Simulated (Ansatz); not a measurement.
## Electronic structure of Ti₇O₁₆ (cell charge −1, with a compensating background) (cell with a defect) in real space

```
CELL_PARAMETERS angstrom
-4.59000 -4.59000 0.00000
4.59000 -4.59000 0.00000
0.00000 0.00000 5.92000
ATOMIC_POSITIONS crystal
Ti 0.49797 0.49668 0.01381
Ti 0.98240 0.50058 0.25032
O 0.19086 0.49970 0.01000
O 0.98765 0.19736 0.25042
O 0.80410 0.49971 0.99542
O 0.98772 0.80320 0.24958
Ti 0.49925 0.50355 0.48419
Ti 0.01124 0.50030 0.75059
O 0.19125 0.50053 0.49681
O 0.00624 0.20034 0.75494
O 0.80482 0.50060 0.50963
O 0.00609 0.80024 0.75589
Ti 0.03314 0.00107 0.00491
O 0.72313 0.00001 0.94081
O 0.50430 0.68952 0.25146
O 0.30472 0.00055 0.99421
O 0.50412 0.31084 0.25332
Ti 0.00060 0.00014 0.49390
Ti 0.47785 0.99982 0.73265
O 0.71131 0.99917 0.54164
O 0.49155 0.69756 0.75468
O 0.28399 0.99939 0.50910
O 0.49199 0.30188 0.75442
```

The SCF solution may not be the lowest one; PAW files of the earlier set (soft_1); spin-polarised.

The calculation used Ansatz, DFT PBE, scalar-relativistic, plane waves, PAW.

The density is the valence pseudo-density of a PAW calculation; it isn't the true density close to the nuclei.

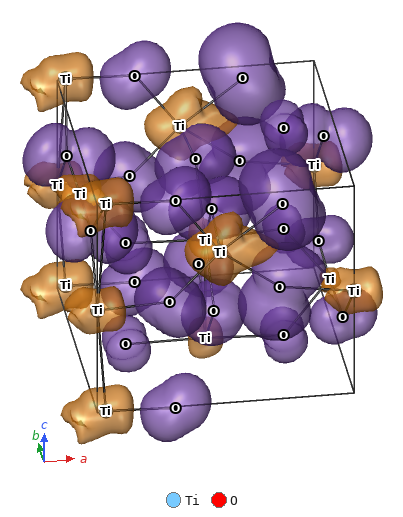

Figure 1. Isosurfaces of the magnetisation density (up minus down) at +0.008 (orange) and −0.008 e/Å³ (purple), seen at an oblique angle. Sticks mark near contacts.

**Which atoms carry the moments, and with what signs?**

The spin density sits on O: −0.4 μB and −0.9 μB in one cell of 23 atoms, with smaller moments on other sites: O (up to −0.20 μB): parallel main moments (a ferromagnetic arrangement) in this solution. The cell of the calculation (23 atoms) carries 2.7 μB of net spin moment.

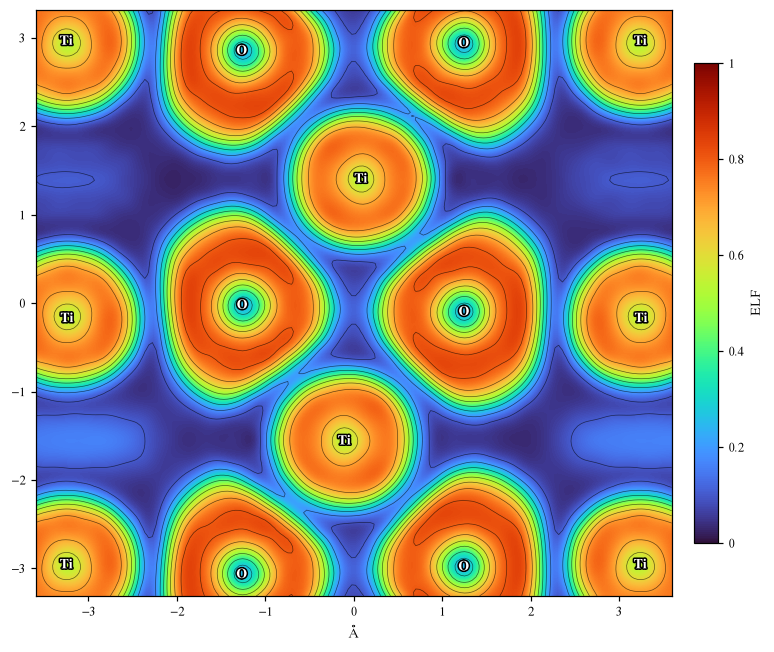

Figure 2. ELF on the (010) plane of the calculation cell.

**What does the map show?**

The section cuts through Ti and O sites. Ti–Ti (2.79 Å): the ELF is about 0.15 at the midpoint: no localised pair shows between them. Ti–O (1.90 Å): the ELF peaks at about 0.80 in the valence shell of O, 0.6 Å from its nucleus, and is about 0.25 at the midpoint; no localised pair shows between them. Ti–O (1.93 Å): the ELF peaks at about 0.80 in the valence shell of O, 0.6 Å from its nucleus, and is about 0.20 at the midpoint: no shared electron pair shows on this line. Ti–O (1.99 Å): the ELF peaks at about 0.85 in the valence shell of O, 0.6 Å from its nucleus, and is about 0.20 at the midpoint; no shared electron pair shows on this line. The features right at Ti lie inside the PAW spheres, where the map follows smoothed inner orbitals and isn't to be read closely.

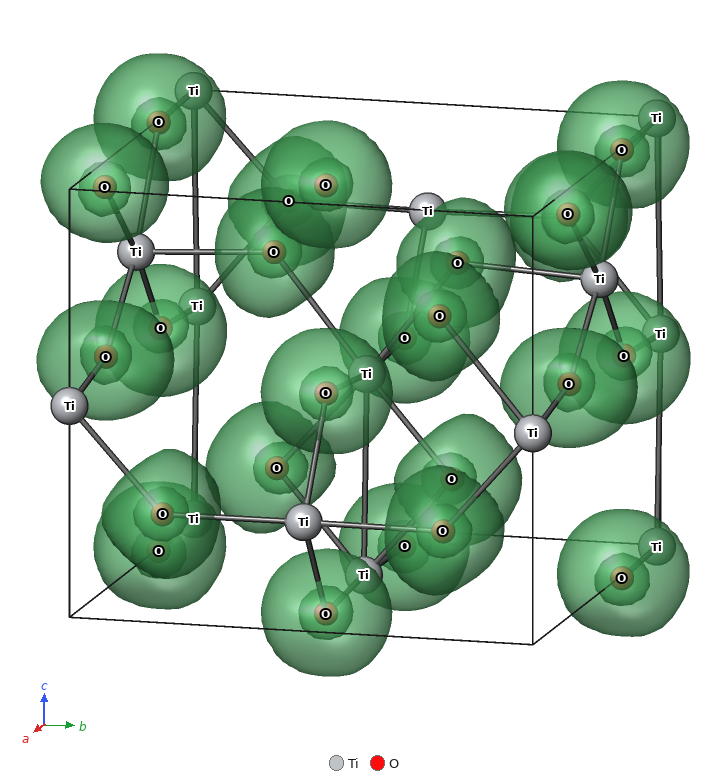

Figure 3. Isosurface of the ELF at 0.7 (green), seen slightly off an axis. Only the valence region is drawn (cores and ρ < 0.01 e/Å³ removed). Sticks mark near contacts.

**Where are the electrons localised?**

At this value the surface marks out 16 regions wrapped around O (the valence shell of each), counted in one cell of 23 atoms. Any copies at cell faces, edges or corners count once. Profiles from the grid: Ti–O (1.76 Å): the ELF peaks at about 0.80 in the valence shell of O, 0.5 Å from its nucleus, and is about 0.25 at the midpoint: no localised pair shows between them.
